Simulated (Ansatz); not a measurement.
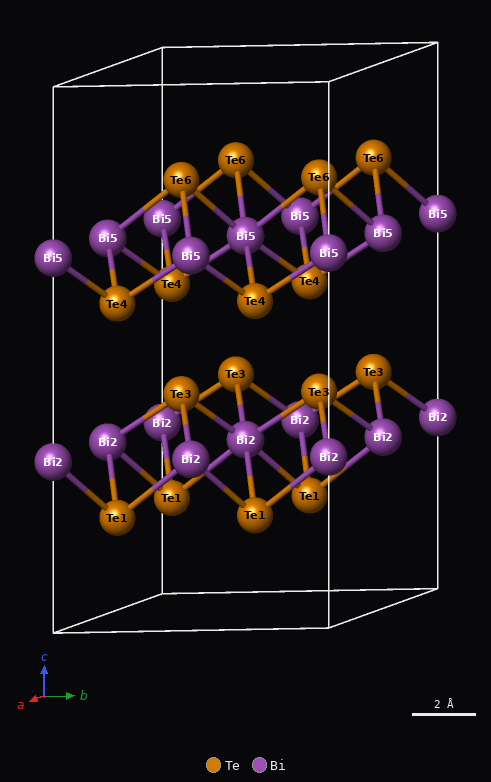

Figure 1. The structure (ball-and-stick view of the 2 × 2 repeat of the cell, with the vacuum cut short, seen slightly off an axis; atoms are numbered from 1 in the order of the input). An atom can appear more than once, as a periodic image. Near neighbours in the periodic cell (some may lie outside the picture): Te has 3 Bi at 3.09 to 3.29 Å; Bi has 6 Te at 3.09 to 3.29 Å.

# Single-point calculation of BiTe₂

The run: single-point calculation of BiTe₂ (slab, 6 atoms in the cell). Method and program: DFT PBE, scalar-relativistic, plane waves, PAW, no spin polarisation (Ansatz 0.2.0).

The structure derives from an entry of the Crystallography Open Database. It belongs to a series of runs on one base structure; here: vacuum: 22. Figures and captions count atoms from 1; the log counts them from 0 in places.

Log
```
Engine: ansatz 0.2.0, x86_64-unknown-linux-gnu
Pseudopotentials: kind: paw
Pseudopotential: Te, paw, valence charge 16, recommended cutoff 420 eV (normal), Te.paw.azcp
Pseudopotential: Bi, paw, valence charge 15, recommended cutoff 420 eV (normal), Bi.paw.azcp
Functional definition: PBE
  parameter kappa = 0.804
  parameter beta = 0.06672455060314922
  exchange = pbe_x(kappa = kappa, mu = beta*pi^2/3)
  correlation = pbe_c(beta = beta)
Crystal: 6 atoms, lattice volume = 560.310 Å³
Basis set: ecut = 420 eV, 11035 PW (Γ), exchange–correlation on 60×60×450 points (8 copies of the dense FFT grid, shifted against one another)
Bands: 57, of which v1, the nominal top of the filled ones, is band 47 counted from 1 (46 counted from 0)
Symmetry: 6 space group operations
k-points: 12 of 81 (time reversal used)
Non-local potential: Te, projectors of the file, l = 0: 2, l = 1: 2, l = 2: 2, l = 3: 2
Non-local potential: Bi, projectors of the file, l = 0: 2, l = 1: 2, l = 2: 2, l = 3: 2
PAW form: soft (Blöchl's): semilocal exchange-correlation on the pseudo side does not see the compensation charge
PAW one-centre angular grid: Te, 590 points (default); XC on 64 Gauss nodes
PAW one-centre angular grid: Bi, 590 points (default); XC on 64 Gauss nodes
Initial density: superposition of atomic densities (neutral atoms: chi_scale 0, normalization atom), corrected by the library's trained network
Initial wavefunctions: pseudopotential atomic-orbital guess
Functional: x = pbe(κ = 0.804, μ = 0.2195149727645171), c = pbe(β = 0.06672455060314922)
SCF iter   1: F=—  HF=-52712.610472 eV  |F-HF|=—  |Δ(HF+E_count)|=         —  Δρ=1.87e-3  dr2=4.37e-1  ethr=1.77e-3  p=0.000 e·Å  D=3.34e-14 V/Å  ΔV_dip=-0.00 eV  dr2_dipole=5.85e-6  V_vac-E_F(+/−)=5.44/5.44 eV  ⟨swp⟩=10.2  Hψ=3207  notcnv=0  defer=13
efield: sawtooth ramp at fractional position 0.9800 (placed from the atoms, in the widest stretch of the axis that holds none; the zero of the levels goes with the place), width 0.0400; the density the first Hamiltonian is built on has a dipole p = 0.000 e·Å; the dipole correction subtracts the counter field D = 3.34e-14 V/Å, which shifts the + side's vacuum level by -0.00 eV against the − side's; the planar-averaged density in the ramp window peaks in size at 1.6e-6 e/Å³
preconditioner: auto → LDOS  [metal: Δε(μ)=0.027 eV  Ē_g=7.989 eV  σ=0.050 eV  W_gap=0.30  n_scr=98 (ndim 8)  ℏωp=9.1 eV  f_vac=0.568  D(μ)=11.44/eV (n_scr^D=86)  β→1.0]
SCF iter   2: F=—  HF=-52712.599823 eV  |F-HF|=—  |Δ(HF+E_count)|=   1.06e-2  Δρ=1.18e-3  dr2=1.03e-1  ethr=4.65e-4  p=0.000 e·Å  D=1.16e-5 V/Å  ΔV_dip=-0.00 eV  dr2_dipole=4.89e-6  V_vac-E_F(+/−)=5.69/5.69 eV  ⟨swp⟩=2.1  Hψ=873  notcnv=0  defer=30
SCF iter   3: F=—  HF=-52712.596314 eV  |F-HF|=—  |Δ(HF+E_count)|=   3.51e-3  Δρ=9.00e-4  dr2=3.61e-2  ethr=1.09e-4  p=0.000 e·Å  D=6.29e-7 V/Å  ΔV_dip=-0.00 eV  dr2_dipole=1.68e-7  V_vac-E_F(+/−)=5.76/5.76 eV  ⟨swp⟩=2.0  Hψ=734  notcnv=0  defer=30
SCF iter   4: F=—  HF=-52712.593335 eV  |F-HF|=—  |Δ(HF+E_count)|=   2.98e-3  Δρ=2.33e-4  dr2=2.00e-3  ethr=3.84e-5  p=-0.000 e·Å  D=-1.67e-6 V/Å  ΔV_dip=0.00 eV  dr2_dipole=3.52e-7  V_vac-E_F(+/−)=5.80/5.80 eV  ⟨swp⟩=1.6  Hψ=671  notcnv=0  defer=30
SCF iter   5: F=—  HF=-52712.593267 eV  |F-HF|=—  |Δ(HF+E_count)|=   6.80e-5  Δρ=1.06e-4  dr2=1.23e-4  ethr=2.12e-6  p=-0.000 e·Å  D=-1.78e-6 V/Å  ΔV_dip=0.00 eV  dr2_dipole=1.63e-9  V_vac-E_F(+/−)=5.78/5.78 eV  ⟨swp⟩=2.4  Hψ=924  notcnv=0  defer=30
SCF iter   6: F=—  HF=-52712.593248 eV  |F-HF|=—  |Δ(HF+E_count)|=   1.95e-5  Δρ=3.15e-5  dr2=1.26e-5  ethr=1.31e-7  p=-0.000 e·Å  D=-1.11e-6 V/Å  ΔV_dip=0.00 eV  dr2_dipole=1.34e-14  V_vac-E_F(+/−)=5.78/5.78 eV  ⟨swp⟩=2.0  Hψ=1066  notcnv=0  defer=30
SCF iter   7: F=—  HF=-52712.593367 eV  |F-HF|=—  |Δ(HF+E_count)|=   1.19e-4  Δρ=1.44e-5  dr2=2.46e-6  ethr=1.35e-8  p=-0.000 e·Å  D=-1.93e-7 V/Å  ΔV_dip=0.00 eV  dr2_dipole=8.93e-11  V_vac-E_F(+/−)=5.77/5.77 eV  ⟨swp⟩=2.0  Hψ=1102  notcnv=0  defer=30
SCF iter   8: F=—  HF=-52712.593367 eV  |F-HF|=—  |Δ(HF+E_count)|=   5.85e-8  Δρ=6.38e-6  dr2=5.21e-7  ethr=2.62e-9  p=-0.000 e·Å  D=-8.16e-8 V/Å  ΔV_dip=0.00 eV  dr2_dipole=7.97e-11  V_vac-E_F(+/−)=5.77/5.77 eV  ⟨swp⟩=2.0  Hψ=1095  notcnv=0  defer=30
SCF iter   9: F=-52712.593367 eV  HF=-52712.593367 eV  |F-HF|=1.53e-8  |Δ(HF+E_count)|=   2.41e-8  Δρ=1.48e-6  dr2=1.82e-8  ethr=1.06e-10  p=-0.000 e·Å  D=-2.77e-8 V/Å  ΔV_dip=0.00 eV  dr2_dipole=1.73e-11  V_vac-E_F(+/−)=5.77/5.77 eV  ⟨swp⟩=19.1  Hψ=6231  notcnv=0
SCF 1 converged in 9 iterations: F = -52712.593367 eV  dr2 = 1.82e-8
  greatest PAW one-centre occupation: 0.998 electrons in one spin orbital (limit 2), on the Te atom at site 2 (counted from 0), in its partial waves of l = 2
WARN: The input density's exchange-correlation potential varies sharply where the density is thin. Do not read a vacuum level from v_tot or v_xc, or from such a field of the output density. On a cell that repeats whose density bears no net charge and no dipole along the vacuum's axis use v_es (v_loc + v_h of the components); under efield.dipole_correction with no amplitude use v_es + v_field, which holds any external_charges[].barrier, or the levels of the report's work_function block, which leave it out; under a non-zero efield.amplitude the vacuum is tilted and has no level; on a cell that repeats and bears such a dipole with no correction it is tilted too, and efield.dipole_correction with no amplitude gives each side of its ramp a level where efield: is served; in a cell that repeats whose density bears a net charge (total_charge, or a fill off its count) it is curved and has none; of a slab under crystal.periodic whose density bears no net charge use v_es, which has a level on each side, short of where the two are joined; of another it falls or rises all the way out and has none; of a slab beside external_charges read slab_vacuum_level instead, which it has where they leave it neutral. The grid or the basis barely resolves most such structure, and the values can differ between equally converged runs; as a rule a tighter scf.convergence.dr2_threshold does not remove it. Where the density itself ripples (under the LDA too) a higher basis.ecutwfc lessens it. The files hold the spikes' plane waves up to the density's cutoff. Files: v_tot and the like, and their columns of v_z.tsv (output.write_potential); v_xc and the like, and their columns of v_comp_z.tsv (output.write_potential_components); where files of the output density stand in their place, no point of their own thin density is over the threshold below, and this is of outcome.potential() and, of a run that writes arrays (npy), the arrays of these names. Measured: with its Gaussian average of σ = 0.25 Å subtracted twice, the exchange-correlation potential is over 0.1 eV at 1 of the grid points where the equally averaged density (valence and model cores) is under 1e-3 e/Å³, and 0.103 eV at the most among them, at an averaged density of 3.6e-9 e/Å³. See output.write_potential in the manual, Limitations
SCF converged after 9 iterations
Free energy (F): -52712.593367 eV
Harris-Foulkes:  -52712.593367 eV  (|F-HF|=1.53e-8)
Internal energy: -52712.579522 eV  (E = F + TS)
E sigma→0 (E₀):  -52712.586444 eV
Entropy (-TS):   -0.013845 eV (-2.308 meV/atom)
Fermi energy:    -0.598992 eV
Dipole field:    D = 0.000003 V/Å  (p = 0.000010 e·Å, saw-weighted, corrected)
Work function:   Φ+ = 5.7740 eV   Φ− = 5.7741 eV
Levels:          The Fermi level and band energies are counted from a zero that moves with the ramp; work functions are not
--- Per-component energies (eV) ---
  E_band       = -2102.917690
  E_kinetic    = 1316.777295
  E_local      = -100483.711585  (includes V_loc(G=0)·N_el)
  E_nonlocal   = -118.750287
  E_hartree    = 49986.642209
  E_xc         = -794.794650
  E_vxc        = -697.909943  (∫ρ·V_xc dr)
  E_paw        = -39975.519704  (= ΣΔE_a)
  E_vpaw       = -2092.599532  (= ΣTr[D̂ρ^β])
  E_aug_tail   = -0.001610  (compensation charges beyond the density's cutoff)
  E_efield     = 0.000000  (sawtooth field / dipole correction)
  E_vefield    = 0.000000  (∫n·V_field dr)
  E_ewald      = 37356.778811
  E_smearing   = -0.013845  (= −TS)
  E_closure    = 0.000000  (closes the sum)
  Σ components = -52712.593367   (vs F -52712.593367, Δ=0.00e0)
--- Forces (eV/Å), atoms counted from 1 ---
  atom   1  Te     0.00000000     0.00000000     0.45058635
  atom   2  Bi    -0.00000000     0.00000000    -0.88630584
  atom   3  Te     0.00000000    -0.00000000     0.62068368
  atom   4  Te    -0.00000000     0.00000000    -0.62068552
  atom   5  Bi     0.00000000    -0.00000000     0.88630845
  atom   6  Te    -0.00000000    -0.00000000    -0.45058666
  max |Σ_I F_I| component: 4.59e-7 eV/Å
--- Stress (GPa, compression-positive) ---
       -1.096088       0.000000      -0.000000
       -0.000000      -1.096088       0.000000
       -0.000000       0.000000      -0.269289
  P = ⅓ Tr σ = -0.8205 GPa (-8.205 kbar)
--- Band table (eV; the first three rows and the last of 12) ---
  k-point 0: bands = ["-36.7701", "-36.7701", "-36.7690", "-36.7690", "-36.7687", "-36.7687", "-36.7643", "-36.7643", "-36.7640", "-36.7640", "-36.4348", "-36.4348", "-36.4348", "-36.4348", "-36.3928", "-36.3928", "-36.3928", "-36.3928", "-36.3780", "-36.3780", "-23.2199", "-23.2199", "-23.2199", "-23.2199", "-23.2103", "-23.2103", "-23.2075", "-23.2075", "-23.2075", "-23.2075", "-12.8622", "-12.7712", "-10.7646", "-10.6122", "-8.7014", "-8.4207", "-2.3305", "-1.6792", "-1.6792", "-1.5972", "-1.5808", "-1.5808", "-1.3723", "-0.5623", "-0.5623", "-0.5000", "-0.5000", "-0.4323", "0.9381", "1.0570", "1.4543", "1.4543", "1.6459", "1.6459", "4.6048", "4.6580", "5.3283"]
  k-point 1: bands = ["-36.7701", "-36.7701", "-36.7691", "-36.7689", "-36.7686", "-36.7686", "-36.7643", "-36.7642", "-36.7640", "-36.7639", "-36.4348", "-36.4348", "-36.4347", "-36.4347", "-36.3929", "-36.3929", "-36.3929", "-36.3929", "-36.3779", "-36.3779", "-23.2205", "-23.2205", "-23.2187", "-23.2187", "-23.2096", "-23.2096", "-23.2083", "-23.2083", "-23.2076", "-23.2076", "-12.7641", "-12.6744", "-10.7131", "-10.5660", "-8.7863", "-8.5425", "-2.6918", "-2.3154", "-2.0921", "-1.9126", "-1.7843", "-1.4970", "-1.1823", "-0.9928", "-0.5670", "-0.5662", "-0.4856", "-0.3312", "1.2273", "1.4304", "1.6237", "1.6838", "1.8259", "1.8863", "4.7633", "4.7864", "5.3284"]
  k-point 2: bands = ["-36.7702", "-36.7701", "-36.7692", "-36.7687", "-36.7686", "-36.7685", "-36.7642", "-36.7640", "-36.7639", "-36.7636", "-36.4347", "-36.4347", "-36.4344", "-36.4344", "-36.3930", "-36.3930", "-36.3929", "-36.3929", "-36.3778", "-36.3778", "-23.2224", "-23.2224", "-23.2156", "-23.2156", "-23.2103", "-23.2102", "-23.2077", "-23.2077", "-23.2074", "-23.2073", "-12.4777", "-12.3926", "-10.5818", "-10.4518", "-9.0553", "-8.8973", "-3.4826", "-3.0513", "-2.4540", "-2.3392", "-2.1887", "-2.0695", "-1.6142", "-0.9450", "-0.8089", "-0.6634", "-0.5381", "-0.4713", "1.3476", "1.7609", "1.9622", "2.2168", "2.3425", "2.7106", "4.6618", "4.8900", "5.1298"]
  k-point 11: bands = ["-36.7704", "-36.7698", "-36.7698", "-36.7687", "-36.7682", "-36.7682", "-36.7637", "-36.7636", "-36.7636", "-36.7635", "-36.4343", "-36.4343", "-36.4342", "-36.4342", "-36.3930", "-36.3930", "-36.3930", "-36.3930", "-36.3775", "-36.3775", "-23.2213", "-23.2213", "-23.2169", "-23.2169", "-23.2093", "-23.2093", "-23.2090", "-23.2090", "-23.2035", "-23.2035", "-10.8933", "-10.8872", "-10.7177", "-10.7177", "-10.1294", "-10.1294", "-4.0230", "-4.0230", "-3.6153", "-3.4294", "-3.4294", "-3.3872", "-1.5857", "-1.5857", "-1.0610", "-1.0410", "-1.0410", "-0.6412", "2.1772", "2.1772", "2.7362", "2.9744", "2.9744", "3.2154", "5.4439", "6.1507", "6.1507"]
```

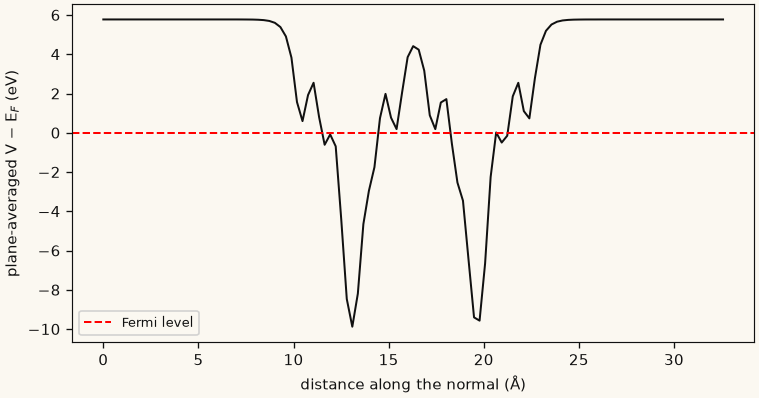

Figure 2. Plane average of the electrostatic potential energy of an electron across the cell, from the Fermi level. The vacuum level lies 5.77 eV above the Fermi level.

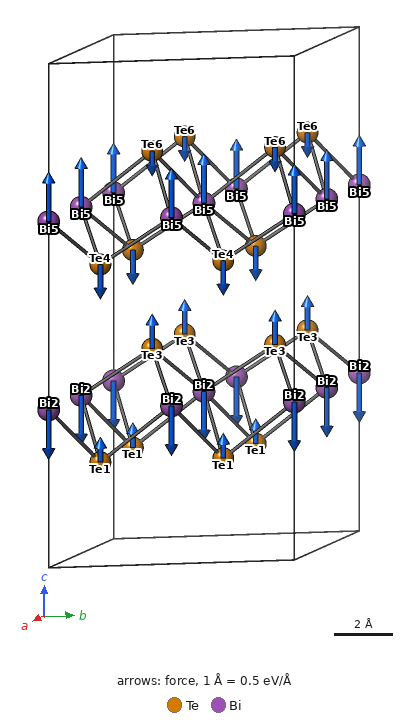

Figure 3. Forces on the atoms as blue arrows (ball-and-stick view of the 2 × 2 repeat of the cell, with the vacuum cut short, seen slightly off an axis; atoms are numbered from 1 in the order of the input). The largest act on Bi2, Bi5 (0.89 eV/Å); Te3, Te4 (0.62 eV/Å); Te1, Te6 (0.45 eV/Å). The geometry is not a stationary point of this energy.

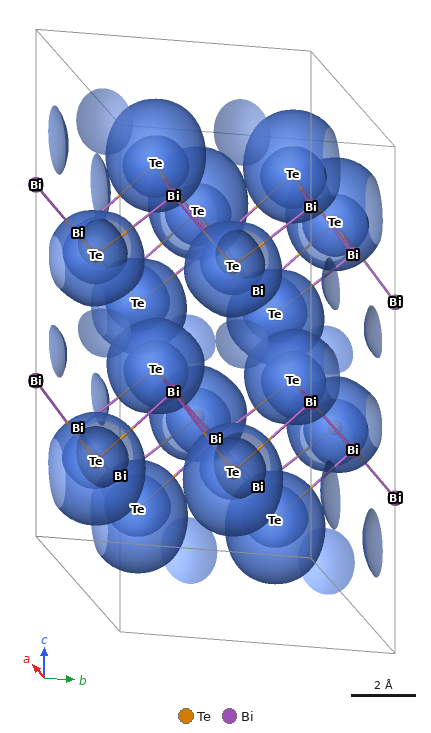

Figure 4. Isosurface of the ELF at 0.55 (blue), seen at an oblique angle. Only the valence region is drawn (cores and ρ < 0.01 e/Å³ removed). Sticks mark near contacts. Along the contacts the grid gives the following. Bi–Te (3.09 Å): the ELF peaks at about 0.65 in the valence shell of Te, 1.3 Å from its nucleus, and drops to about 0.35 between the two atoms. Bi–Te (3.29 Å): the ELF peaks at about 0.65 in the valence shell of Te, 1.3 Å from its nucleus, and drops to about 0.35 between the two atoms. Core electrons are frozen (PAW), so the fields are smoothed inside the atomic spheres.

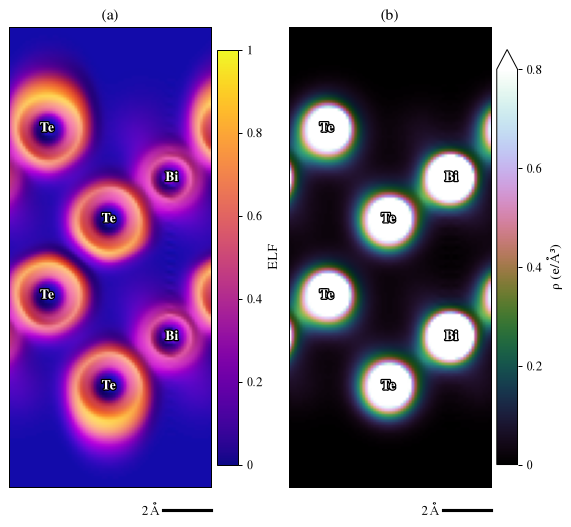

Figure 5. (a) ELF; (b) valence charge density (pseudo) on the (110) plane of the calculation cell, a cut from vacuum to vacuum. Atoms in the plane: Te and Bi. Bi–Te (3.09 Å): ρ is about 0.28 e/Å³ halfway; the ELF peaks at about 0.65 in the valence shell of Te, 1.3 Å from its nucleus, and drops to about 0.35 between the two atoms. Bi–Te (3.29 Å): ρ is about 0.2 e/Å³ halfway; the ELF peaks at about 0.65 in the valence shell of Te, 1.3 Å from its nucleus, and drops to about 0.35 between the two atoms. The density dies away to nearly zero in the vacuum. The strong features right at Bi lie inside the PAW spheres (semicore, d or f shells) and say nothing about bonding.

This output came from the following input.

The input
```yaml
crystal:
  lattice:
    - [4.4465494044, 0.0, 0.0]
    - [-2.2232747022, 3.8508247434, 0.0]
    - [0.0, 0.0, 32.7228911982]
  atoms:
    - { symbol: Te, position: [0.6666666667, 0.3333333333, 0.3361561157] }
    - { symbol: Bi, position: [0.0, 0.0, 0.3989485963] }
    - { symbol: Te, position: [0.3333333333, 0.6666666667, 0.4514694527] }
    - { symbol: Te, position: [0.6666666667, 0.3333333333, 0.5485305473] }
    - { symbol: Bi, position: [0.0, 0.0, 0.6010514037] }
    - { symbol: Te, position: [0.3333333333, 0.6666666667, 0.6638438843] }
basis:
  ecutwfc: 420
kpoints:
  mp_grid: { grid: [9, 9, 1] }
hamiltonian:
  xc: pbe
scf:
  occupations: { method: gaussian, width: 0.05 }
output:
  forces: true
  stress: true
  eigenvalues: true
  write_density: true
  write_potential: true
  elf: true
  volumetric_format: npy
efield:
  axis: 3
  dipole_correction: true
  ramp_width: 0.04
```

Launch command:
```bash
ansatz run input.yaml --threads 1 --pin off --max-ram 2560MiB --backend cpu --events-out ev --progress --plain --runs-dir out
```

Key numbers

| quantity | value |
| --- | --- |
| outcome | converged |
| electrons treated | 94 |
| free energy | −52712.5934 eV |
| work function, top face | 5.77 eV |
| work function, bottom face | 5.77 eV |
| Fermi energy | −0.599 eV |
| gap on the k-point mesh | none (metallic) |
| work function (upper face) | 5.77 eV |
| largest force (length of the vector) | 0.886 eV/Å |
| hardware | 1 thread of Intel Xeon @ 2.70GHz, 189 GiB of memory available, shared host |
| wall time | 58 s |
| peak memory | 0.77 GiB |

Notes

Warnings of the run: the exchange-correlation potential is rough where the density is thin. Spin–orbit coupling is left out, which matters for Bi.
